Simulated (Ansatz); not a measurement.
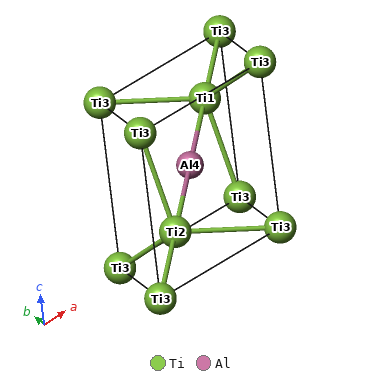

The system is Ti₃Al (Fm-3m, No. 225; 4 atoms in the cell); the picture shows the reference structure. 
- The energy is mapped over volume and a fixed ferromagnetic moment.
- The first coordinate is: volume per atom; the second: total spin moment of the cell, held fixed.
- Nothing is relaxed (shape and fractional coordinates fixed).
- Grid: 9 × 11 points.
- Points are written as (first, second).
- Energies: meV/atom, counted from the lowest grid point.
- The moment is held fixed and parallel; antiferromagnetic orders weren't tried. The electronic state followed may not be the lowest one.
- The calculation used Ansatz, DFT PBEsol, scalar-relativistic, plane waves, PAW. Settings: cutoff 520 eV, k-mesh 12×12×12, gaussian smearing 0.15 eV.

Its coordinates:

```xyz
4
Lattice="0.0000 3.1911 3.1911 3.1911 0.0000 3.1911 3.1911 3.1911 0.0000" Properties=species:S:1:pos:R:3 pbc="T T T"
Ti    4.7867    4.7867    4.7867
Ti    1.5956    1.5956    1.5956
Ti    0.0000    0.0000    0.0000
Al    3.1911    3.1911    3.1911
```

Range: volume per atom from 12.19 to 20.31 Å³; total spin moment of the cell, held fixed from 0.0 to 3.0 μB.

Predict the map.

Answer. The lowest grid point is at (16.25 Å³, 1.8 μB). No other kind of well shows on this grid. The highest grid point, (12.19 Å³, 3.0 μB), lies 658 meV/atom above the lowest.

```
second ↓, first →  12.19  13.20  14.22  15.23  16.25  17.26  18.28  19.29  20.31
              3.0    658    349    159     58     22     35     85    161    258
              2.7    635    330    143     44     11     27     78    156    254
              2.4    617    315    132     36      5     22     75    155    254
              2.1    602    305    124     30      1     21     75    156    256
              1.8    591    296    118     27      0     21     76    158    259
              1.5    582    290    115     26      0     22     79    162    263
              1.2    576    287    113     26      2     25     83    166    268
              0.9    572    285    113     27      4     28     87    171    274
              0.6    570    285    114     29      7     31     91    176    279
              0.3    569    285    115     31      9     34     94    179    283
              0.0    568    285    116     31     10     35     95    181    285
```

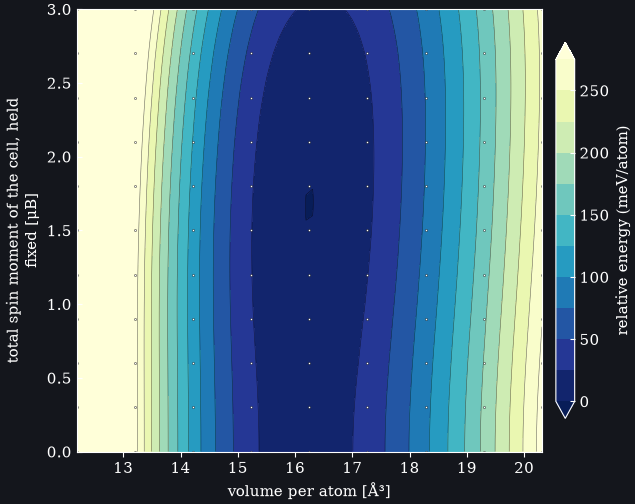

Drawn: filled contours, dots at the grid points, one colour for all values above the top of the scale. Between grid points the surface is interpolated.

Time for the 99 points that were run: 13 min on 4 threads of Arm Neoverse V1, with other jobs on the host.

PAW datasets: the set soft_1.
